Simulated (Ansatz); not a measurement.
## Self-trapping of an added hole in NaCl (Fm-3m)

Question: is an added hole in NaCl (Fm-3m) a free carrier or a small polaron? The trial puts it on a pair of Cl atoms pulled together. The model is a cell of 128 host atoms; several levels of theory are compared, with their cost.

Calculated with Ansatz 0.2.0; plane-wave PAW DFT, PBE0; relaxation of all atoms of a supercell at fixed charge in a uniform background.

In doubt: the hybrid run may have settled on a false gap or state, so the values of those runs are not to be relied on; a hybrid run on one k-point, which bears on gaps, levels and energies.

### Step 1. The structure

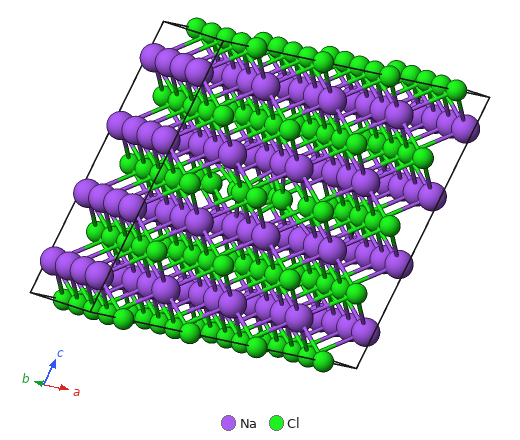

The starting structure, seen from a free direction (sodium purple, chlorine green). Some periodic images of atoms are drawn too.

The cell holds 128 atoms: 64 Na and 64 Cl. Cell: a = 15.845 Å, b = 15.845 Å, c = 15.845 Å, α = 60.0°, β = 60.0°, γ = 60.0°. It derives from NaCl (space group Fm-3m). Nearest the centre at fractional (0.250, 0.625, 0.375): Cl52 at 1.31 Å, Cl20 at 1.31 Å, Na59 at 1.98 Å, Na53 at 1.98 Å, Na61 at 3.43 Å, Cl22 at 3.43 Å, Cl28 at 3.43 Å, Cl44 at 3.43 Å. The cell carries charge +1.

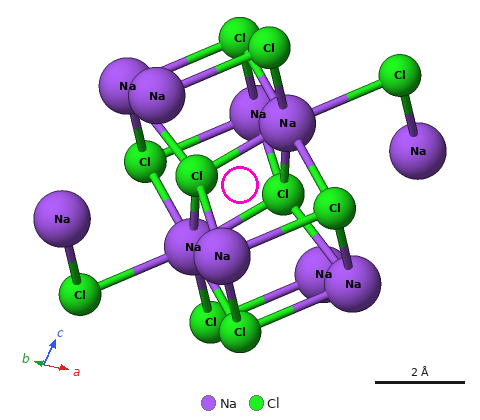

The atoms within 5 Å of the centre. A ring marks the centre wherever it is empty.

The host's dielectric constants go in as inputs: 2.57 for the electrons alone, 6.02 with the ions, computed on the host (DFPT, PBEsol).

The cell's shortest repeat is 15.8 Å.

The centre named in tables marks the trial (a pair of Cl atoms pulled together), and distances without another origin count from it. The distances above are those of the displaced start.

### Step 2. Relaxation with the hole, PBE0

A share of exact exchange removes much of the self-interaction that would spread the carrier over the cell. The share of exact exchange was chosen, not fitted; 1/ε∞ of the host is 0.39. A carrier doesn't trap itself from the perfect lattice, where equivalent sites compete, so the atoms around the trial site start displaced and the spin starts there. The total moment is locked to that of one carrier.

The input, qp1_M1_trap.hrelax/input.yaml:

```yaml
crystal:
  lattice:
    - [0.0, 11.20401036, 11.20401036]
    - [11.20401036, 0.0, 11.20401036]
    - [11.20401036, 11.20401036, 0.0]
  atoms:
    - { symbol: Na, position: [0.0, 0.0, 0.0] }
    - { symbol: Cl, position: [0.125, 0.125, 0.125] }
    - { symbol: Na, position: [0.0, 0.0, 0.25] }
[... 1 atom line left out ...]
    - { symbol: Na, position: [0.0, 0.0, 0.5] }
[... 6 atom lines left out ...]
    - { symbol: Cl, position: [0.125, 0.375, 0.375] }
[... 1 atom line left out ...]
    - { symbol: Cl, position: [0.125, 0.375, 0.625] }
[... 3 atom lines left out ...]
    - { symbol: Cl, position: [0.125, 0.625, 0.125] }
[... 1 atom line left out ...]
    - { symbol: Cl, position: [0.167039, 0.625, 0.375], spin: 0.5 }
    - { symbol: Na, position: [0.0, 0.5, 0.5] }
    - { symbol: Cl, position: [0.125, 0.625, 0.625] }
    - { symbol: Na, position: [0.0, 0.5, 0.75] }
[... 2 atom lines left out ...]
    - { symbol: Cl, position: [0.125, 0.875, 0.125] }
    - { symbol: Na, position: [0.0, 0.75, 0.25] }
    - { symbol: Cl, position: [0.125, 0.875, 0.375] }
    - { symbol: Na, position: [0.0, 0.75, 0.5] }
    - { symbol: Cl, position: [0.125, 0.875, 0.625] }
    - { symbol: Na, position: [0.0, 0.75, 0.75] }
[... 1 atom line left out ...]
    - { symbol: Na, position: [0.25, 0.0, 0.0] }
[... 1 atom line left out ...]
    - { symbol: Na, position: [0.25, 0.0, 0.25] }
[... 8 atom lines left out ...]
    - { symbol: Cl, position: [0.375, 0.375, 0.375] }
    - { symbol: Na, position: [0.25, 0.25, 0.5] }
    - { symbol: Cl, position: [0.375, 0.375, 0.625] }
    - { symbol: Na, position: [0.25, 0.25, 0.75] }
[... 2 atom lines left out ...]
    - { symbol: Cl, position: [0.375, 0.625, 0.125] }
    - { symbol: Na, position: [0.25, 0.5, 0.25] }
    - { symbol: Cl, position: [0.332961, 0.625, 0.375], spin: 0.5 }
    - { symbol: Na, position: [0.25, 0.5, 0.5] }
    - { symbol: Cl, position: [0.375, 0.625, 0.625] }
    - { symbol: Na, position: [0.25, 0.5, 0.75] }
[... 1 atom line left out ...]
    - { symbol: Na, position: [0.25, 0.75, 0.0] }
    - { symbol: Cl, position: [0.375, 0.875, 0.125] }
    - { symbol: Na, position: [0.25, 0.75, 0.25] }
    - { symbol: Cl, position: [0.375, 0.875, 0.375] }
    - { symbol: Na, position: [0.25, 0.75, 0.5] }
[... 12 atom lines left out ...]
    - { symbol: Cl, position: [0.625, 0.375, 0.125] }
[... 1 atom line left out ...]
    - { symbol: Cl, position: [0.625, 0.375, 0.375] }
    - { symbol: Na, position: [0.5, 0.25, 0.5] }
[... 3 atom lines left out ...]
    - { symbol: Na, position: [0.5, 0.5, 0.0] }
    - { symbol: Cl, position: [0.625, 0.625, 0.125] }
    - { symbol: Na, position: [0.5, 0.5, 0.25] }
    - { symbol: Cl, position: [0.625, 0.625, 0.375] }
    - { symbol: Na, position: [0.5, 0.5, 0.5] }
[... 3 atom lines left out ...]
    - { symbol: Na, position: [0.5, 0.75, 0.0] }
[... 1 atom line left out ...]
    - { symbol: Na, position: [0.5, 0.75, 0.25] }
[... 26 atom lines left out ...]
    - { symbol: Cl, position: [0.875, 0.625, 0.625] }
[... 5 atom lines left out ...]
    - { symbol: Cl, position: [0.875, 0.875, 0.375] }
[... 1 atom line left out ...]
    - { symbol: Cl, position: [0.875, 0.875, 0.625] }
[... 1 atom line left out ...]
    - { symbol: Cl, position: [0.875, 0.875, 0.875] }
  host:
    repeats: [4, 4, 4]
    atoms:
      - { symbol: Na, position: [0.0, 0.0, 0.0] }
      - { symbol: Cl, position: [0.5, 0.5, 0.5] }
total_charge: 1
basis:
  ecutwfc: 420
  xc_grid: 2
hamiltonian:
  xc: pbe0
kpoints:
  mp_grid: { grid: [1, 1, 1] }
magnetization:
  spin_polarized: true
  initial_magnetization: 1
  spin_locking: { lock_magnetization: hard }
scf:
  occupations: { method: fixed }
  max_iter: 80
output:
  forces: true
  charged_corrections:
    epsilon: 2.57
    static_epsilon: 6.02
    defect_position: [0.25, 0.625, 0.375]
relax:
  f_tol: 0.03
  max_steps: 45
  random_displacement: { amplitude: 0.02, seed: 9163 }
checkpoint:
  write: "../qp1_M1_trap.hrelax.run"
  compress: false
  write_wavefunctions: true
  write_every: 100000
```

Command:

```sh
ansatz run input.yaml --threads 10 --pin off --max-ram 65945MiB --backend cuda --events-out ev --progress --plain --runs-dir out
```

Numbers of over 12 decimals in the logs are rounded to 6 here.

What it wrote:

```text
[... repeated set-up lines and file paths are left out, and long positions are rounded to six places ...]
Engine: ansatz 0.2.0, x86_64-unknown-linux-gnu
Pseudopotentials: kind: paw
Pseudopotential: Na, paw, valence charge 9, recommended cutoff 420 eV (normal), Na.paw.azcp
Pseudopotential: Cl, paw, valence charge 7, recommended cutoff 420 eV (normal), Cl.paw.azcp
Functional definition: PBE0
  parameter a = 0.25
  parameter kappa = 0.804
  parameter beta = 0.066725
  exchange = (1 - a)*pbe_x(kappa = kappa, mu = beta*pi^2/3) + a*exact_x
  correlation = pbe_c(beta = beta)
davidson cushion auto → on  (no smearing: the cushion is to keep the highest requested band from converging to the state above it; pin scf.eigensolver.cushion to override)
device memory: the entry about to start is reckoned to put 11.0 GiB on a device that reports 78.6 GiB free
GPU FFT provider: cuFFT
GPU libraries: cuBLAS 13.8.2, cuFFT 12.4.0, cuSOLVER 12.3.4
Crystal: 128 atoms, lattice volume = 2812.875 Å³
Basis set: ecut = 420 eV, 55009 PW (Γ), exchange–correlation on 216×216×216 points (8 copies of the dense FFT grid, shifted against one another)
Bands: 640, of which v1, the nominal top of the filled ones, is band 512 counted from 1 (511 counted from 0)
Symmetry: 1 space group operations
k-points: 1
Non-local potential: Na, projectors of the file, l = 0: 3, l = 1: 2, l = 2: 1
Non-local potential: Cl, projectors of the file, l = 0: 2, l = 1: 2, l = 2: 2
PAW form: soft (Blöchl's): semilocal exchange-correlation on the pseudo side does not see the compensation charge
PAW frozen core: Na, regenerated for the run's functional, and the local potential with it (the file was generated under x = pbe(κ = 0.804, μ = 0.219515), c = pbe(β = 0.066725))
PAW frozen core: Cl, regenerated for the run's functional, and the local potential with it (the file was generated under x = pbe(κ = 0.804, μ = 0.219515), c = pbe(β = 0.066725))
PAW one-centre angular grid: Na, 110 points (default); XC on 64 Gauss nodes
PAW one-centre angular grid: Cl, 110 points (default); XC on 64 Gauss nodes
Initial density: superposition of atomic densities (chi_scale 0.1, normalization cell, long waves kept (reshape's long-wave potential 0.09 eV rms))
Starting moments: Σ|m| = 1 μB on 2 of 128 sites
Initial wavefunctions: pseudopotential atomic-orbital guess
GPU buffer pool allocated for 1259712 grid points (all kernels)
GPU transforms: local potential and band sums: pruned to the plane-wave sphere, on 108×108×108
Functional: x = pbe(κ = 0.804, μ = 0.219515), c = pbe(β = 0.066725), warm-up for x = 0.75 pbe(κ = 0.804, μ = 0.219515) + 0.25 exact, c = pbe(β = 0.066725)
iter 1 solved again at ethr=1.24e-2 eV; its pass at ethr=1.00e-1 eV (dr2=1.27e2 eV) is discarded
SCF iter   1: F=—  HF=-164514.364665 eV  |F-HF|=—  |Δ(HF+E_count)|=         —  Δρ=3.56e-2 (↑3.55e-2 ↓3.56e-2)  dr2=1.25e2  dr2_m=7.84e-2  M=1.000 μB ∫|m|=1.040 μB  β_m=0.30  ethr=1.24e-2  ⟨swp⟩=9.5  Hψ=7154  notcnv=0
preconditioner: auto → none  [insulator: Δε(μ)=1.115 eV  Ē_g=11.433 eV  n_scr=560 (ndim 8)  ℏωp=15.8 eV  f_vac=0.000]
SCF iter   2: F=—  HF=-164464.694728 eV  |F-HF|=—  |Δ(HF+E_count)|=    4.97e1  Δρ=1.83e-2 (↑1.77e-2 ↓1.83e-2)  dr2=3.36e1  dr2_m=1.31e-1  M=1.000 μB ∫|m|=1.103 μB  β_m=0.42  ethr=1.22e-2  ⟨swp⟩=5.0  Hψ=2991  notcnv=0
SCF iter   3: F=—  HF=-164454.537768 eV  |F-HF|=—  |Δ(HF+E_count)|=    1.02e1  Δρ=7.65e-3 (↑4.98e-3 ↓7.65e-3)  dr2=1.32e1  dr2_m=1.12e-1  M=1.000 μB ∫|m|=1.112 μB  β_m=0.37  ethr=3.29e-3  ⟨swp⟩=4.0  Hψ=3573  notcnv=0
SCF iter   4: F=—  HF=-164450.808689 eV  |F-HF|=—  |Δ(HF+E_count)|=    3.73e0  Δρ=4.56e-3 (↑2.50e-3 ↓4.56e-3)  dr2=2.31e0  dr2_m=8.97e-2  M=1.000 μB ∫|m|=1.097 μB  β_m=0.67  ethr=1.29e-3  ⟨swp⟩=4.0  Hψ=3134  notcnv=0
SCF iter   5: F=—  HF=-164451.819721 eV  |F-HF|=—  |Δ(HF+E_count)|=    1.01e0  Δρ=6.62e-3 (↑1.18e-3 ↓6.62e-3)  dr2=5.22e0  dr2_m=2.25e-1  M=1.000 μB ∫|m|=1.170 μB  β_m=0.55  ethr=2.26e-4  ⟨swp⟩=5.0  Hψ=3529  notcnv=0
SCF iter   6: F=—  HF=-164451.071020 eV  |F-HF|=—  |Δ(HF+E_count)|=   7.49e-1  Δρ=5.28e-3 (↑7.17e-4 ↓5.28e-3)  dr2=3.18e0  dr2_m=1.59e-1  M=1.000 μB ∫|m|=1.153 μB  β_m=0.49  ethr=2.26e-4  ⟨swp⟩=4.0  Hψ=2989  notcnv=0
SCF iter   7: F=—  HF=-164450.593058 eV  |F-HF|=—  |Δ(HF+E_count)|=   4.78e-1  Δρ=4.23e-3 (↑4.07e-4 ↓4.23e-3)  dr2=2.04e0  dr2_m=1.10e-1  M=1.000 μB ∫|m|=1.134 μB  β_m=0.51  ethr=2.26e-4  ⟨swp⟩=3.5  Hψ=2940  notcnv=0
SCF iter   8: F=—  HF=-164450.420135 eV  |F-HF|=—  |Δ(HF+E_count)|=   1.73e-1  Δρ=2.26e-3 (↑3.12e-4 ↓2.26e-3)  dr2=5.62e-1  dr2_m=3.13e-2  M=1.000 μB ∫|m|=1.093 μB  β_m=0.39  ethr=1.99e-4  ⟨swp⟩=3.0  Hψ=2928  notcnv=0
iter 9 solved again at ethr=2.03e-6 eV; its pass at ethr=5.50e-5 eV (dr2=2.07e-2 eV) is discarded
SCF iter   9: F=—  HF=-164450.377545 eV  |F-HF|=—  |Δ(HF+E_count)|=   4.26e-2  Δρ=4.55e-4 (↑1.69e-4 ↓4.55e-4)  dr2=2.08e-2  dr2_m=1.22e-3  M=1.000 μB ∫|m|=1.075 μB  β_m=0.70  ethr=2.03e-6  ⟨swp⟩=4.5  Hψ=5776  notcnv=0
SCF iter  10: F=—  HF=-164450.407723 eV  |F-HF|=—  |Δ(HF+E_count)|=   3.02e-2  Δρ=2.28e-3 (↑1.79e-4 ↓2.28e-3)  dr2=5.31e-1  dr2_m=3.26e-2  M=1.000 μB ∫|m|=1.095 μB  β_m=0.51  ethr=2.03e-6  ⟨swp⟩=4.5  Hψ=3671  notcnv=0  recentre
SCF iter  11: F=—  HF=-164450.378163 eV  |F-HF|=—  |Δ(HF+E_count)|=   2.96e-2  Δρ=1.20e-3 (↑4.86e-5 ↓1.20e-3)  dr2=1.51e-1  dr2_m=9.40e-3  M=1.000 μB ∫|m|=1.081 μB  β_m=0.60  ethr=2.03e-6  ⟨swp⟩=4.0  Hψ=3267  notcnv=0
SCF iter  12: F=—  HF=-164450.380063 eV  |F-HF|=—  |Δ(HF+E_count)|=   1.90e-3  Δρ=1.89e-3 (↑4.96e-5 ↓1.89e-3)  dr2=3.90e-1  dr2_m=2.32e-2  M=1.000 μB ∫|m|=1.086 μB  β_m=0.38  ethr=2.03e-6  ⟨swp⟩=3.5  Hψ=2987  notcnv=0  recentre
SCF iter  13: F=—  HF=-164450.376851 eV  |F-HF|=—  |Δ(HF+E_count)|=   3.21e-3  Δρ=1.25e-3 (↑2.64e-5 ↓1.25e-3)  dr2=1.67e-1  dr2_m=9.95e-3  M=1.000 μB ∫|m|=1.081 μB  β_m=0.22  ethr=2.03e-6  ⟨swp⟩=2.0  Hψ=2816  notcnv=0
SCF iter  14: F=—  HF=-164450.375907 eV  |F-HF|=—  |Δ(HF+E_count)|=   9.45e-4  Δρ=8.16e-4 (↑1.93e-5 ↓8.16e-4)  dr2=7.00e-2  dr2_m=4.33e-3  M=1.000 μB ∫|m|=1.079 μB  β_m=0.26  ethr=2.03e-6  ⟨swp⟩=3.0  Hψ=2861  notcnv=0
SCF iter  15: F=—  HF=-164450.375040 eV  |F-HF|=—  |Δ(HF+E_count)|=   8.66e-4  Δρ=5.28e-4 (↑1.36e-5 ↓5.28e-4)  dr2=2.96e-2  dr2_m=1.82e-3  M=1.000 μB ∫|m|=1.078 μB  β_m=0.26  ethr=2.03e-6  ⟨swp⟩=2.0  Hψ=2816  notcnv=0
SCF iter  16: F=—  HF=-164450.374684 eV  |F-HF|=—  |Δ(HF+E_count)|=   3.56e-4  Δρ=2.64e-4 (↑6.69e-6 ↓2.64e-4)  dr2=7.48e-3  dr2_m=4.54e-4  M=1.000 μB ∫|m|=1.078 μB  β_m=0.63  ethr=2.03e-6  ⟨swp⟩=2.0  Hψ=2816  notcnv=0
[...]
relax step   4: F+E_penalty+E_count = -164534.99649171 eV  Δ(F+E_penalty+E_count) = -5.883e-2 eV  max|allowed force component| = 3.209e-2 eV/Å  Δτ_max = 0.1129 Å  (12 SCF iters, dr2 threshold 1.14e-5 eV, accepted)
relax step   5: F+E_penalty+E_count = -164534.99649175 eV  Δ(F+E_penalty+E_count) = -3.484e-8 eV  max|allowed force component| = 3.206e-2 eV/Å  Δτ_max = 0.0000 Å  (4 SCF iters, accepted)
relax step   6: F+E_penalty+E_count = -164534.99769215 eV  Δ(F+E_penalty+E_count) = -1.200e-3 eV  max|allowed force component| = 6.160e-2 eV/Å  Δτ_max = 0.0196 Å  (12 SCF iters, accepted)
relax step   7: F+E_penalty+E_count = -164534.99832550 eV  Δ(F+E_penalty+E_count) = -6.333e-4 eV  max|allowed force component| = 2.786e-2 eV/Å  Δτ_max = 0.0263 Å  (10 SCF iters, dr2 threshold 3.79e-6 eV, accepted)
iter 1 solved again at ethr=1.52e-12 eV; its pass at ethr=1.00e-1 eV (dr2=1.56e-8 eV) is discarded
SCF iter   1: F=—  HF=-164534.998326 eV  |F-HF|=—  |Δ(HF+E_count)|=         —  Δρ=6.28e-7 (↑6.28e-7 ↓5.58e-7)  dr2=1.93e-8  dr2_m=6.89e-9  M=1.000 μB ∫|m|=1.113 μB  β_m=0.30  ethr=9.08e-12 (applied; sched 1.52e-12)  ⟨swp⟩=16.0  Hψ=6441  notcnv=0  reapply=2
SCF iter   2: F=-164534.998326 eV  HF=-164534.998326 eV  |F-HF|=1.51e-9  |Δ(HF+E_count)|=   2.53e-9  Δρ=4.37e-7 (↑4.37e-7 ↓4.15e-7)  dr2=2.64e-9  dr2_m=4.10e-9  M=1.000 μB ∫|m|=1.113 μB  ethr=1.74e-11 (applied; sched 1.52e-12)  ⟨swp⟩=7.0  Hψ=2962  notcnv=0  defer=2
SCF 20 converged in 2 iterations: F = -164534.998326 eV  dr2 = 2.64e-9
  Residual-converged pass: ⟨swp⟩=2.0  Hψ=1560  notcnv=0  max |occ|·‖R‖ = 6.6e-6 eV (tolerance 6.7e-6 eV)  dr2=2.63e-9  dr2_m=4.10e-9  dr2_onsite=2.65e-10  max |Δocc| = 0.0e0
hybrid outer 1: dexx = +1.095e-9 eV, tail = 1.40e-8 eV
SCF iter   1: F=—  HF=-164534.998326 eV  |F-HF|=—  |Δ(HF+E_count)|=         —  Δρ=4.37e-7 (↑4.37e-7 ↓4.29e-7)  dr2=1.79e-9  dr2_m=4.32e-9  M=1.000 μB ∫|m|=1.113 μB  β_m=0.30  ethr=1.04e-11  ⟨swp⟩=10.0  Hψ=3268  notcnv=0  reapply=2
SCF iter   2: F=-164534.998326 eV  HF=-164534.998326 eV  |F-HF|=1.89e-9  |Δ(HF+E_count)|=   1.48e-9  Δρ=3.22e-7 (↑3.18e-7 ↓3.22e-7)  dr2=4.64e-10  dr2_m=2.45e-9  M=1.000 μB ∫|m|=1.113 μB  ethr=9.06e-12 (applied; sched 1.00e-12)  ⟨swp⟩=10.5  Hψ=3247  notcnv=0  reapply=2
SCF 21 converged in 2 iterations: F = -164534.998326 eV  dr2 = 4.64e-10
  Residual-converged pass: ⟨swp⟩=2.0  Hψ=1567  notcnv=0  max |occ|·‖R‖ = 2.0e-6 eV (tolerance 2.2e-6 eV)  dr2=4.60e-10  dr2_m=2.46e-9  dr2_onsite=1.39e-10  max |Δocc| = 0.0e0
hybrid outer 2: dexx = +2.030e-10 eV, tail = 6.10e-9 eV, Δε = 1.06e-5 eV (about 2.47e-5 eV left of the loop's levels), ΔF = 5.93e-5 eV/Å (tail 1.72e-3)
this state was not tested for a lower state beside it, because the functional holds exact exchange (a hybrid, or Hartree-Fock), whose exchange loop this test does not read (fock_operator); [...]
relax step   8: F+E_penalty+E_count = -164534.99832552 eV  Δ(F+E_penalty+E_count) = -2.049e-8 eV  max|allowed force component| = 2.791e-2 eV/Å  Δτ_max = 0.0000 Å  (4 SCF iters, accepted)
hybrid SCF converged: 2 outer / 4 inner (+0 warm-up), last move |dexx| = 2.03e-10 eV, tail = 6.10e-9 eV
Magnetization: 1.0000 μB (512.0000 up, 511.0000 down)
Absolute magnetization: 1.1117 μB (∫|ρ↑−ρ↓|, with the PAW one-centre terms)
Spin contamination: 0.0048 ħ² per cell (⟨S²⟩ above its minimum at these occupations)
Per-site moments (μB) at R_I (Å): [(-2.8864027782984323e-7, 1.135911), (-1.261015394670872e-6, 1.150739), (-5.310193314537241e-6, 1.143987), [... 125 left out ...]
Free energy (F): -164534.998326 eV
Harris-Foulkes:  -164534.998326 eV  (|F-HF|=1.89e-9)
Internal energy: -164534.998326 eV  (E = F + TS)
E sigma→0 (E₀):  -164534.998326 eV
Fermi energy:    -0.102278 (↑ -0.102908, ↓ -0.102278) eV
--- Per-component energies (eV) ---
  E_band       = -17703.086363
  E_kinetic    = 18141.581209
  E_local      = -97558.382049  (includes V_loc(G=0)·N_el)
  E_nonlocal   = 9191.742027
  E_hartree    = 34464.825122
  E_xc         = -7247.359766
  E_vxc        = -8550.046884  (∫ρ·V_xc dr)
  E_exx        = -4165.014753  (= α·E_x^exact, valence–valence)
  E_paw        = -57121.028022  (= ΣΔE_a)
  E_vpaw       = 472.394245  (= ΣTr[D̂ρ^β])
  E_aug_tail   = 0.004367  (compensation charges beyond the density's cutoff)
  E_ewald      = -60232.571780
  E_core_change = -8.794682  (= ΣΔE_core)
  E_smearing   = -0.000000  (= −TS)
  E_closure    = 0.000000  (closes the sum)
  E_deformation_potential = 10.271485  (in the stress; not in F)
  Σ components = -164534.998326   (vs F -164534.998326, Δ=0.00e0)
--- Forces (eV/Å), atoms counted from 1 ---
  atom   1  Na     0.00016892    -0.00124865    -0.00099538
  atom   2  Cl    -0.00167606     0.00019457    -0.00045353
  [... 17 atoms left out ...]
  atom  20  Cl    -0.01631050     0.02790767     0.02734961
  [... 1 atom left out ...]
  atom  22  Cl    -0.00014029    -0.00025886     0.00070567
  [... 5 atoms left out ...]
  atom  28  Cl     0.00170658    -0.00040690     0.00055752
  atom  29  Na     0.01318581    -0.00090872    -0.00072894
  [... 14 atoms left out ...]
  atom  44  Cl     0.01800632    -0.00933545     0.00891946
  [... 5 atoms left out ...]
  atom  50  Cl     0.01716521     0.00802146    -0.00925387
  [... 1 atom left out ...]
  atom  52  Cl    -0.01341542    -0.02696980    -0.02753099
  atom  53  Na     0.00431122     0.00959011    -0.00938367
  [... 5 atoms left out ...]
  atom  59  Na     0.00460144    -0.00920288     0.00916193
  [... 1 atom left out ...]
  atom  61  Na     0.01380843     0.00118327     0.00177324
  [... 67 atoms left out ...]
  max |Σ_I F_I| component: 1.07e-4 eV/Å
--- Charged-cell corrections in eV (Makov–Payne, q = +1.000 e, ε = 6.020) ---
  F (periodic)     = -164534.998326  (uncorrected; the corrections below are reported, never added to it)
  E_corr1          = +0.244708  (monopole, q²α_M/2εL)
  F Makov-Payne    = -164534.753618  (F + E_corr1; no measured alignment; for a localised charge, not one spread in a band: unchecked)
  no potential alignment in this run, which stands beside a crystal: run the host's input off ansatz write-host-input, and read the two finished runs by ansatz place-levels (neither reads a slab, a wire or a sheet, whose cell leaves a vacuum)
--- Band table (eV) ---
  k-point 0 ↑: bands = ["-52.9841", "-52.9838", "-52.9834", "-52.9833", [... 573 left out ...] "10.9632", "11.0082", "11.0761", "11.0842"]
  k-point 0 ↓: bands = ["-52.9839", "-52.9836", "-52.9832", "-52.9831", [... 573 left out ...] "10.9821", "11.0374", "11.0768", "11.0862"]
  guard bands above this table: 59 of the run's 640 bands. The solve was not asked for them (output.publish_guard_bands: true or output.eigenvalues: true publishes all)
--- Relaxed structure (8 steps of the walk, 8 accepted, 0 SCFs on fresh bases) ---
  F+E_penalty+E_count = -164534.99832552 eV   max|allowed force component| = 2.791e-2 eV/Å
  atoms:
    - { symbol: Na, position: [-0.002398, 0.002839, -0.002931] }
    - { symbol: Cl, position: [0.125324, 0.125466, 0.124123] }
    [... 17 atoms left out ...]
    - { symbol: Cl, position: [0.164913, 0.625427, 0.375296] }
    [... 1 atom left out ...]
    - { symbol: Cl, position: [0.124970, 0.621762, 0.628482] }
    [... 5 atoms left out ...]
    - { symbol: Cl, position: [0.125021, 0.878494, 0.371673] }
    - { symbol: Na, position: [-6.0219759576374265e-5, 0.754297, 0.504217] }
    [... 14 atoms left out ...]
    - { symbol: Cl, position: [0.375624, 0.370964, 0.378018] }
    [... 5 atoms left out ...]
    - { symbol: Cl, position: [0.375634, 0.628109, 0.120895] }
    [... 1 atom left out ...]
    - { symbol: Cl, position: [0.334586, 0.625346, 0.375236] }
    - { symbol: Na, position: [0.250349, 0.474033, 0.525455] }
    [... 5 atoms left out ...]
    - { symbol: Na, position: [0.250392, 0.775561, 0.223893] }
    [... 1 atom left out ...]
    - { symbol: Na, position: [0.241763, 0.754248, 0.504185] }
    [... 67 atoms left out ...]
```

The job ended after 2.7 min (1 × NVIDIA H100 80GB HBM3 with 10 threads of AMD EPYC 7R13 (Zen 3), shared host; peak memory 4.1 GiB).

(Part 1 of 3 ends here.)

[Logs are printed without paths, hosts, clocks, repeated set-up lines and the standing remarks that a program may print on its own settings, such as how far it seeks lower states.]

[Hosts, paths, dates, database ids (printed as entryN), source tags and the programs' standing remarks are cut or masked in the printed files.]

[For some hosts the program warned that the k-mesh of the response run may be too coarse for force constants and the static dielectric constant; such warnings are not shown here.]
